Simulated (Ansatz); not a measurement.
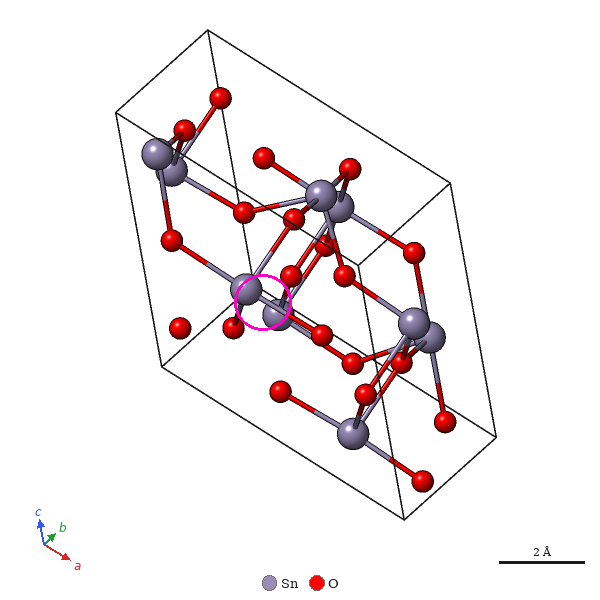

We look at a ball-and-stick model of the crystal slightly off an axis. The parallelepiped is the supercell. The host is SnO$_{2}$, in a cell of 24 sites, and the cell carries a charge of -2. A ring marks the defect's site.

Which defect is modelled here, and what are its neighbours?

Answer. A tin vacancy. Around the empty site lie six O at about 2.1 to 2.2 Å.

The atoms were relaxed in the host's cell with DFT PBE, scalar-relativistic, plane waves, PAW (Ansatz).
